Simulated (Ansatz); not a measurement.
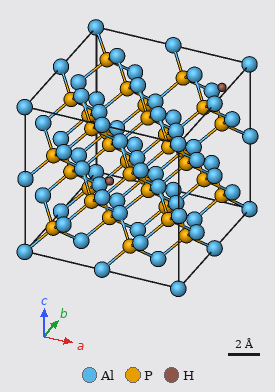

Starting structure of a defect cell of composition Al₁₆P₁₆H (cell charge +1). A ball-and-stick model of the conventional cell (2 times the calculation's cell), seen from a free direction. Lengths and directions refer to the drawn axes.

Case: H interstitial, charge +1, atoms relaxed at the host's cell.

All numbers below come from DFT PBE, scalar-relativistic, plane waves, PAW (Ansatz 0.2.0).

Input
```yaml
crystal:
  lattice:
    - [-5.5073398843, 5.5073398843, -5.5073398843]
    - [5.5073398843, -5.5073398843, -5.5073398843]
    - [-5.5073398843, -5.5073398843, 5.5073398843]
  atoms:
    - { symbol: Al, position: [0.4982680565, 0.2487154937, 0.2487154937] }
    - { symbol: Al, position: [0.2487154937, 0.2487154937, 0.4982680565] }
    - { symbol: Al, position: [-0.0004474372, 0.2512845063, 0.75] }
    - { symbol: Al, position: [0.75, -0.0004474372, 0.2512845063] }
    - { symbol: Al, position: [0.75, 0.2512845063, -0.0004474372] }
    - { symbol: Al, position: [0.5004474372, 0.0017319435, 0.5004474372] }
    - { symbol: Al, position: [0.2512845063, -0.0004474372, 0.75] }
    - { symbol: Al, position: [-0.0004474372, 0.75, 0.2512845063] }
    - { symbol: Al, position: [0.9949307488, 0.9949307488, 0.9949307488] }
    - { symbol: Al, position: [0.75, 0.75, 0.5050692512] }
    - { symbol: Al, position: [0.5050692512, 0.75, 0.75] }
    - { symbol: Al, position: [0.2487154937, 0.4982680565, 0.2487154937] }
    - { symbol: Al, position: [0.2512845063, 0.75, -0.0004474372] }
    - { symbol: Al, position: [0.0017319435, 0.5004474372, 0.5004474372] }
    - { symbol: Al, position: [0.75, 0.5050692512, 0.75] }
    - { symbol: Al, position: [0.5004474372, 0.5004474372, 0.0017319435] }
    - { symbol: P, position: [0.5, 0.0, 0.25] }
    - { symbol: P, position: [0.25, 0.0, 0.5] }
    - { symbol: P, position: [0.0022788534, 0.0022788534, 0.75] }
    - { symbol: P, position: [0.75, 0.75, 0.2525594151] }
    - { symbol: P, position: [0.75, 0.0022788534, 0.0022788534] }
    - { symbol: P, position: [0.4977211466, 0.75, 0.4977211466] }
    - { symbol: P, position: [0.2525594151, 0.75, 0.75] }
    - { symbol: P, position: [0.0, 0.5, 0.25] }
    - { symbol: P, position: [0.0022788534, 0.75, 0.0022788534] }
    - { symbol: P, position: [0.75, 0.4977211466, 0.4977211466] }
    - { symbol: P, position: [0.4977211466, 0.4977211466, 0.75] }
    - { symbol: P, position: [0.2474405849, 0.2474405849, 0.2474405849] }
    - { symbol: P, position: [0.25, 0.5, 0.0] }
    - { symbol: P, position: [0.0, 0.25, 0.5] }
    - { symbol: P, position: [0.75, 0.2525594151, 0.75] }
    - { symbol: P, position: [0.5, 0.25, 0.0] }
    - { symbol: H, position: [0.75, 0.75, 0.75] }
  host:
    lattice:
      - [0.0, 2.7536699422, 2.7536699422]
      - [2.7536699422, 0.0, 2.7536699422]
      - [2.7536699422, 2.7536699422, 0.0]
    atoms:
      - { symbol: Al, position: [0.0, 0.0, 0.0] }
      - { symbol: P, position: [0.75, 0.75, 0.75] }
total_charge: 1
basis:
  ecutwfc: 420
  xc_grid: 2
kpoints:
  mp_grid: { grid: [2, 2, 2], shift: [0.5, 0.5, 0.5] }
hamiltonian:
  xc: pbe
scf:
  occupations: { method: gaussian, width: 0.01 }
output:
  forces: true
  stress: false
  eigenvalues: true
  charged_corrections:
    defect_position: [0.75, 0.75, 0.75]
    epsilon: [[10.3826, 0.0, 0.0], [0.0, 10.3826, 0.0], [0.0, 0.0, 10.3826]]
  write_density: true
  write_potential: true
  elf: true
  volumetric_format: npy
relax:
  adjacent_minimum: "off"
  f_tol: 0.025
  max_steps: 45
```

Run as
```bash
ansatz run input.yaml --threads 4 --pin off --max-ram 10240MiB --backend cpu --events-out ev --progress --plain --runs-dir out
```

Question: Predict the outcome.

Answer: The largest moves, 0.034 Å, are those of Al9, Al10, Al11 and Al15. Al11 goes along [1 −1 −1]. Largest moves by element: Al 0.034 Å, P 0.020 Å. H stays in place. The cell doesn't change. Among the contacts that change: Al10–P20 2.409 → 2.391 Å, Al12–P22 2.384 → 2.392 Å. Bond angles that change, for instance: Al11–P27–Al15 106.3° → 108.7°. The energy falls by 17.0 meV per cell of the calculation in 2 geometry steps. Largest force component: 0.11 eV/Å at the start, 0.012 eV/Å at the end.

Limits of the set-up: the cell is charged, on a uniform background, and energies carry no finite-size correction.
